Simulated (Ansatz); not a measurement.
# Phonon calculation of ZnSe

System: ZnSe (F-43m, 2 atoms in the cell).
Method: DFT LDA, scalar-relativistic, plane waves, PAW, no spin polarisation (Ansatz 0.2.0).

The structure derives from an entry of the Crystallography Open Database. It belongs to a series of runs on one base structure; here: zone-centre phonons at -1 GPa.

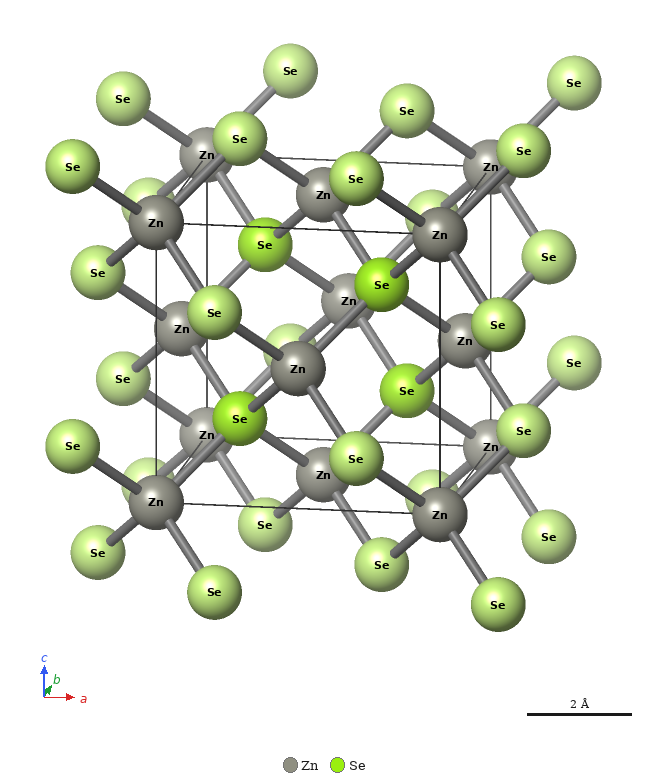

Fig. 1: The input geometry (ball-and-stick view of the cell 4 times as large as that of the calculation, set on its symmetry axes, seen slightly off an axis; neighbours outside the cell are drawn fainter). Near neighbours in the crystal (not all of them lie inside the picture): Zn has 4 Se at 2.42 Å; Se has 4 Zn at 2.42 Å.

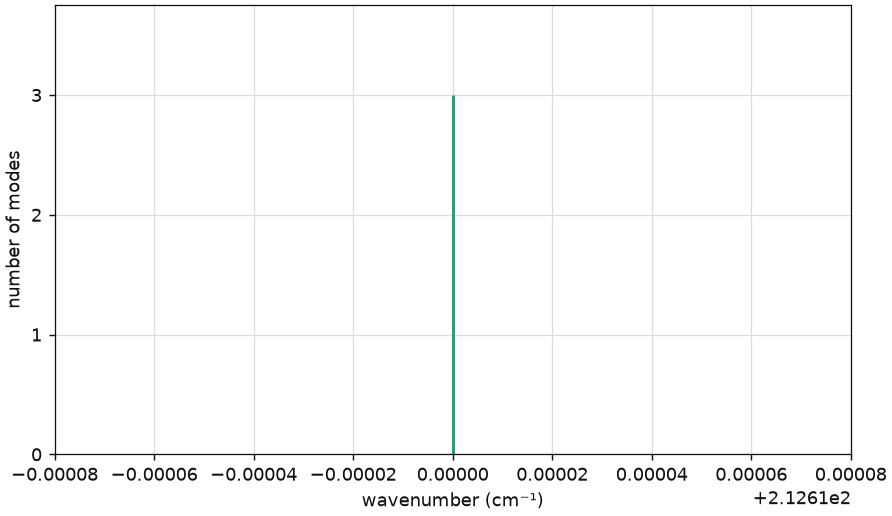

Fig. 2: Optical phonons at the zone centre (no LO–TO term); neighbouring modes closer than 3 cm⁻¹ are counted in one stick. 3 modes from 213 to 213 cm⁻¹, none imaginary.

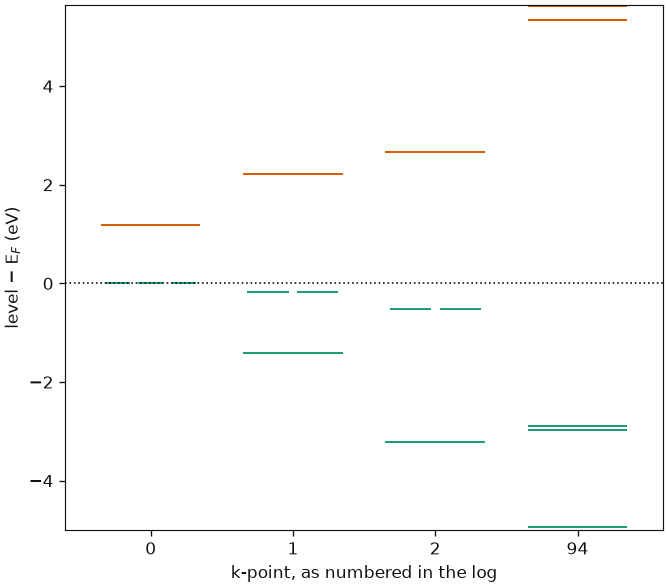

Fig. 3: Kohn–Sham levels near the Fermi level (dotted) at the few k-points that the log prints; levels within 0.02 eV of each other stand side by side. Among these points the highest filled and lowest empty levels are 1.19 eV apart, which is the gap on the mesh.

The input and output of the run follow.

The input:
```yaml
crystal:
  lattice:
    - [0.0, 2.797040843, 2.797040843]
    - [2.797040843, 0.0, 2.797040843]
    - [2.797040843, 2.797040843, 0.0]
  atoms:
    - { symbol: Zn, position: [0.0, 0.0, 0.0] }
    - { symbol: Se, position: [0.75, 0.75, 0.75] }
basis:
  ecutwfc: 420
kpoints:
  mp_grid: { grid: [8, 8, 8] }
hamiltonian:
  xc: lda
scf:
  occupations: { method: fixed }
output:
  eigenvalues: true
phonons:
  method: dfpt
  dielectric: true
  rigid_motions: translations
  eigenvectors: true
```

Launch command:
```bash
ansatz run input.yaml --threads 1 --pin off --max-ram 3072MiB --backend cpu --events-out ev --progress --plain --runs-dir out
```

Log:
```
Engine: ansatz 0.2.0, x86_64-unknown-linux-gnu
Pseudopotentials: kind: paw
Pseudopotential: Zn, paw, valence charge 12, recommended cutoff 420 eV (normal), Zn.paw.azcp
Pseudopotential: Se, paw, valence charge 16, recommended cutoff 420 eV (normal), Se.paw.azcp
Functional definition: SPW92
  exchange = slater_x
  correlation = pw_c
Crystal: 2 atoms, lattice volume = 43.765 Å³
Basis set: ecut = 420 eV, 869 PW (Γ), exchange–correlation on 54×54×54 points (8 copies of the dense FFT grid, shifted against one another)
Bands: 18, of which v1, the nominal top of the filled ones, is band 14 counted from 1 (13 counted from 0)
Symmetry: 24 space group operations
k-points: 95 of 512 (irreducible under 4 space group operations, time reversal used)
Non-local potential: Zn, projectors of the file, l = 0: 2, l = 1: 2, l = 2: 3, l = 3: 1
Non-local potential: Se, projectors of the file, l = 0: 2, l = 1: 2, l = 2: 3, l = 3: 1
PAW form: soft (Blöchl's): semilocal exchange-correlation on the pseudo side does not see the compensation charge
PAW frozen core: Zn, regenerated for the run's functional, and the local potential with it (the file was generated under x = pbe(κ = 0.804, μ = 0.2195149727645171), c = pbe(β = 0.06672455060314922))
PAW frozen core: Se, regenerated for the run's functional, and the local potential with it (the file was generated under x = pbe(κ = 0.804, μ = 0.2195149727645171), c = pbe(β = 0.06672455060314922))
PAW one-centre angular grid: Zn, 590 points (default); XC on 64 Gauss nodes
PAW one-centre angular grid: Se, 590 points (default); XC on 64 Gauss nodes
Initial density: superposition of atomic densities (neutral atoms: chi_scale 0, normalization atom), corrected by the library's trained network
Initial wavefunctions: pseudopotential atomic-orbital guess
Functional: x = slater, c = lda
SCF iter   1: F=—  HF=-8630.850718 eV  |F-HF|=—  |Δ(HF+E_count)|=         —  Δρ=5.38e-3  dr2=7.22e-3  ethr=1.77e-3  ⟨swp⟩=4.9  Hψ=7865  notcnv=0  defer=166
preconditioner: auto → none  [insulator: Δε(μ)=1.156 eV  Ē_g=12.052 eV  n_scr=14 (ndim 8)  ℏωp=23.8 eV  f_vac=0.107  ε∞_Penn≈4.9]
SCF iter   2: F=—  HF=-8630.848501 eV  |F-HF|=—  |Δ(HF+E_count)|=   2.22e-3  Δρ=2.03e-3  dr2=8.72e-4  ethr=2.58e-5  ⟨swp⟩=2.0  Hψ=3433  notcnv=0  defer=182
SCF iter   3: F=—  HF=-8630.848397 eV  |F-HF|=—  |Δ(HF+E_count)|=   1.04e-4  Δρ=1.43e-3  dr2=3.91e-4  ethr=3.11e-6  ⟨swp⟩=2.0  Hψ=2668  notcnv=0  defer=182
SCF iter   4: F=—  HF=-8630.848296 eV  |F-HF|=—  |Δ(HF+E_count)|=   1.01e-4  Δρ=2.60e-4  dr2=2.55e-5  ethr=1.40e-6  ⟨swp⟩=2.0  Hψ=2664  notcnv=0  defer=182
SCF iter   5: F=—  HF=-8630.848285 eV  |F-HF|=—  |Δ(HF+E_count)|=   1.10e-5  Δρ=1.99e-5  dr2=1.87e-7  ethr=9.11e-8  ⟨swp⟩=2.0  Hψ=2470  notcnv=0
SCF iter   6: F=—  HF=-8630.848286 eV  |F-HF|=—  |Δ(HF+E_count)|=   3.23e-7  Δρ=5.37e-6  dr2=7.96e-9  ethr=6.68e-10  ⟨swp⟩=2.1  Hψ=3050  notcnv=0
SCF iter   7: F=—  HF=-8630.848286 eV  |F-HF|=—  |Δ(HF+E_count)|=   1.52e-8  Δρ=2.25e-6  dr2=9.23e-10  ethr=2.84e-11  ⟨swp⟩=2.0  Hψ=3048  notcnv=0
SCF iter   8: F=—  HF=-8630.848286 eV  |F-HF|=—  |Δ(HF+E_count)|=  4.15e-10  Δρ=2.69e-7  dr2=2.78e-11  ethr=1.00e-12  ⟨swp⟩=6.1  Hψ=10784  notcnv=0
SCF iter   9: F=-8630.848286 eV  HF=-8630.848286 eV  |F-HF|=9.09e-12  |Δ(HF+E_count)|=  8.73e-11  Δρ=5.61e-8  dr2=9.21e-13  ethr=1.00e-12  ⟨swp⟩=6.2  Hψ=7918  notcnv=0
SCF 1 converged in 9 iterations: F = -8630.848286 eV  dr2 = 9.21e-13
  greatest PAW one-centre occupation: 1.000 electrons in one spin orbital (limit 2), on the Se atom at site 1 (counted from 0), in its partial waves of l = 2
DFPT response loops at Γ: preconditioner auto → none (the input reference at scf.mixing.eps_inf says where Resta's filter doesn't serve); β = 0.50; Broyden in place of MSR1
── the response to a field inside a basis, on 10×10×10 k-points: an SCF that follows is theirs, and a resumed run solves both again ──
Bands: 15, of which v1, the nominal top of the filled ones, is band 14 counted from 1 (13 counted from 0)
k-points: 110
Initial density: handed on by an earlier stage of this run
Initial wavefunctions: pseudopotential atomic-orbital guess (no wavefunctions were taken with the density)
Eigensolver: Dense (110 Hₖ)
SCF iter   1: F=—  HF=-8630.847726 eV  |F-HF|=—  |Δ(HF+E_count)|=         —  Δρ=1.08e-4  dr2=2.70e-6  ethr=1.00e-1
preconditioner: auto → none  [insulator: Δε(μ)=1.280 eV  Ē_g=9.627 eV  n_scr=14 (ndim 8)  ℏωp=23.8 eV  f_vac=0.094  ε∞_Penn≈7.1]
SCF iter   2: F=—  HF=-8630.847724 eV  |F-HF|=—  |Δ(HF+E_count)|=   2.00e-6  Δρ=9.24e-5  dr2=1.69e-6  ethr=9.66e-9
SCF iter   3: F=—  HF=-8630.847724 eV  |F-HF|=—  |Δ(HF+E_count)|=   1.18e-7  Δρ=2.98e-5  dr2=2.43e-7  ethr=6.03e-9
SCF iter   4: F=-8630.847724 eV  HF=-8630.847724 eV  |F-HF|=6.42e-8  |Δ(HF+E_count)|=   2.08e-7  Δρ=1.52e-5  dr2=5.91e-8  ethr=8.67e-10
SCF 1 converged in 4 iterations: F = -8630.847724 eV  dr2 = 5.91e-8
DFPT response loops at Γ: mixed as the last ones told, above
WARN: field response: ε∞ stands inside a basis, on 10×10×10 points; the force constants stand on the 8×8×8 k-mesh, whose period is 10.53 times the interband length at k = (0.0000, 0.0000, 0.0000), direct gap 1.191 eV, under 14: take them and everything formed from them as unconverged, and compare with a denser kpoints.mp_grid
SCF converged after 9 iterations
Free energy (F): -8630.848286 eV
Harris-Foulkes:  -8630.848286 eV  (|F-HF|=9.09e-12)
Internal energy: -8630.848286 eV  (E = F + TS)
E sigma→0 (E₀):  -8630.848286 eV
Fermi energy:    7.001759 eV
--- Per-component energies (eV) ---
  E_band       = -382.009979
  E_kinetic    = 251.763905
  E_local      = -4344.615765  (includes V_loc(G=0)·N_el)
  E_nonlocal   = 27.465493
  E_hartree    = 2010.099476
  E_xc         = -239.557339
  E_vxc        = -152.601119  (∫ρ·V_xc dr)
  E_paw        = -3583.075675  (= ΣΔE_a)
  E_vpaw       = -184.220412  (= ΣTr[D̂ρ^β])
  E_aug_tail   = -0.000974  (compensation charges beyond the density's cutoff)
  E_ewald      = -2756.701910
  E_core_change = 3.774504  (= ΣΔE_core)
  E_smearing   = -0.000000  (= −TS)
  E_closure    = 0.000000  (closes the sum)
  Σ components = -8630.848286   (vs F -8630.848286, Δ=0.00e0)
--- Band table (eV; the first three rows and the last of 95) ---
  k-point 0: bands = ["-40.1311", "-40.1311", "-40.1311", "-40.1258", "-40.1258", "-6.5769", "0.1949", "0.1949", "0.1949", "0.5911", "0.5911", "7.0018", "7.0018", "7.0018", "8.1923", "12.7064", "12.7064", "12.7064"]
  k-point 1: bands = ["-40.1311", "-40.1311", "-40.1311", "-40.1258", "-40.1258", "-6.4683", "0.1994", "0.2119", "0.2119", "0.5894", "0.5894", "5.5961", "6.8366", "6.8366", "9.2245", "12.6476", "12.9743", "12.9743"]
  k-point 2: bands = ["-40.1311", "-40.1310", "-40.1310", "-40.1258", "-40.1258", "-6.1852", "0.2493", "0.2493", "0.2509", "0.5909", "0.5909", "3.7849", "6.4869", "6.4869", "9.6606", "13.3660", "13.3660", "13.5180"]
  k-point 94: bands = ["-40.1310", "-40.1309", "-40.1307", "-40.1259", "-40.1257", "-5.4205", "0.3126", "0.4167", "0.5521", "0.5588", "0.9245", "2.0612", "4.0389", "4.1174", "12.3506", "12.6290", "13.9001", "14.5655"]
--- Phonons (Γ-DFPT): 2 representative perturbations + reference, on 95 of 512 k-points (Σ response iterations 6) ---
  k mesh reduced under 4 symmetry operations, with k and −k counted as one. Each operation leaves every solved perturbation unchanged. A smaller set is not considered because the run solves the response to a homogeneous field
  ASR residual: 5.978e-5 → 0.000e0 eV/Å²; symmetrization residual: 6.018e-6 eV/Å²
  ASR residual per site (eV/Å²): 5.98e-5 1.59e-5
  Γ frequencies (cm⁻¹): 0.00 0.00 0.00 212.61 212.61 212.61
  ε∞ (high-frequency dielectric tensor):
        7.563427     0.000000    -0.000000
        0.000000     7.563427     0.000000
       -0.000000     0.000000     7.563427
  ε⁰ (static dielectric tensor: ions relaxed, cell fixed):
       10.332988     0.000000    -0.000000
        0.000000    10.332988     0.000000
       -0.000000     0.000000    10.332988
  ε⁰ − ε∞ (ionic part):
        2.769561     0.000000    -0.000000
        0.000000     2.769561     0.000000
       -0.000000     0.000000     2.769561
  softest optical mode at Γ: 212.61 cm⁻¹; the repairs (sum rule, projections) moved no ω² at Γ by more than (0.63 cm⁻¹)²
  Born effective charges Z* (e; rows j = field, columns β = displacement):
    site 0:
         1.99567    0.00000    0.00000
         0.00000    1.99567    0.00000
        -0.00000    0.00000    1.99567
    site 1:
        -1.99567   -0.00000   -0.00000
        -0.00000   -1.99567   -0.00000
         0.00000   -0.00000   -1.99567
  Z* charge neutrality: 2.499e-4 e pre-enforcement
  solved inside a basis spanned on kpoints, on 10×10×10 k-points transformed towards the longest dipole: ε∞ is read to err by 2.0e-2, Z* by 1.7e-2 e (field_mesh: kpoints solves on kpoints); Z* is corrected for what the basis lacks
  optical modes at Γ without the LO–TO term, one row a degenerate level:
      ω (cm⁻¹)  modes    IR ((D/Å)²/amu)
        212.61      3             7.7067
  optical modes at Γ + LO–TO along q̂ = [1.0000, 0.0000, 0.0000]:
      ω (cm⁻¹)  modes    IR ((D/Å)²/amu)
        212.61      2             5.1378
        248.51      1             2.5689
  optical modes at Γ + LO–TO along q̂ = [0.0000, 1.0000, 0.0000]:
      ω (cm⁻¹)  modes    IR ((D/Å)²/amu)
        212.61      2             5.1378
        248.51      1             2.5689
  optical modes at Γ + LO–TO along q̂ = [0.0000, 0.0000, 1.0000]:
      ω (cm⁻¹)  modes    IR ((D/Å)²/amu)
        212.61      2             5.1378
        248.51      1             2.5689
```

File optical_modes.tsv:
```
# format = ansatz-optical-modes/1
# cell_volume_ang3 = 4.3764948313946164e1
# eps_inf = 7.563427435607488e0 0e0 -1.6768993601109134e-17 0e0 7.563427435607488e0 1.2952601953960158e-16 -1.6768993601109134e-17 1.2952601953960158e-16 7.563427435607485e0
# One row of degenerate optical modes each, rigid motions of the cell and of its bodies left out; wavenumber_inv_cm is that of the modes' mean omega^2, negative where that is. nan stands for what is not given.
# A row whose q is 0 0 0 is without the LO-TO term; the others hold that term of the approach to the zone centre along q, a Cartesian unit vector.
# oscillator_strength: the sum of Re conj(p) p^T over the row's modes, p that of Z* e/sqrt(mass) over the atoms, about the cell's centre of mass, e the mode's unit eigenvector; ir_intensity: its trace, 23.0708 in its unit to 1 in that of the other. The rows at q 0 0 0 hold the undamped dielectric function at nu cm^-1, of a cell of V A^3: eps_inf + (4.92064e7/V) sum oscillator_strength/(nu_row |nu_row| - nu^2). That is of the vibrations: a cell of net charge Q e and mass M amu holds -(4.92064e7/V) Q^2/(M nu^2) besides, of its free fall, and where the turns of a body are left out the sum lacks their strength.
# q_x	q_y	q_z	wavenumber_inv_cm	degeneracy	ir_intensity[(D/angstrom)^2/amu]	oscillator_strength_xx[e^2/amu]	oscillator_strength_xy[e^2/amu]	oscillator_strength_xz[e^2/amu]	oscillator_strength_yy[e^2/amu]	oscillator_strength_yz[e^2/amu]	oscillator_strength_zz[e^2/amu]
0e0	0e0	0e0	2.1261042969480565e2	3	7.70669267666769e0	1.1134855686495222e-1	1.677802687532843e-18	-3.0215067553218593e-19	1.1134855686495226e-1	-2.7755575615628914e-17	1.1134855686495229e-1
1e0	0e0	0e0	2.1261042969480565e2	2	5.137795117778458e0	1.0022692357502247e-36	2.5819862210492824e-19	2.1197807559755442e-19	1.1134855686495218e-1	-2.7755575615628914e-17	1.1134855686495224e-1
1e0	0e0	0e0	2.485067585207647e2	1	2.5688975588892293e0	1.1134855686495222e-1	1.4196040654279146e-18	-5.141287511297404e-19	1.8098803965853514e-35	-6.554725860905024e-36	2.373882340108045e-36
0e0	1e0	0e0	2.1261042969480562e2	2	5.137795117778459e0	1.1134855686495222e-1	1.4196040654279146e-18	-3.02150675532186e-19	1.8098803965853514e-35	2.917969909040419e-29	1.1134855686495222e-1
0e0	1e0	0e0	2.485067585207647e2	1	2.5688975588892293e0	5.987192859422447e-37	2.5819862210492843e-19	5.9853195173700666e-36	1.1134855686495222e-1	2.5811783393791712e-18	5.983446761470585e-35
0e0	0e0	1e0	2.1261042969480562e2	2	5.137795117778459e0	1.1134855686495222e-1	1.6778026875328429e-18	-5.141287511297406e-19	1.1134855686495222e-1	-8.550279005253523e-17	6.56586096935922e-32
0e0	0e0	1e0	2.485067585207647e2	1	2.5688975588892284e0	4.035499498079811e-37	1.9122277277748023e-34	2.1197807559755463e-19	9.061120896212947e-32	1.0044614155716356e-16	1.113485568649522e-1
```

Key numbers:

```tsv
quantity	value
outcome	converged
space group (tolerance 0.01 Å)	F-43m (216)
electrons treated	28
free energy	−8630.8483 eV
Fermi energy	7.002 eV
gap on the k-point mesh	1.19 eV
ε∞ (xx, yy, zz)	7.56, 7.56, 7.56
Born charges (mean of the diagonal)	Zn1 (2.00 e); Se2 (−2.00 e)
hardware	1 thread of Intel Xeon Gold (Sapphire Rapids), 64 GiB of memory available, shared host
wall time	43 s
peak memory	0.77 GiB
```

Notes:

Warnings of the run: the k-point mesh is coarse for the field response.
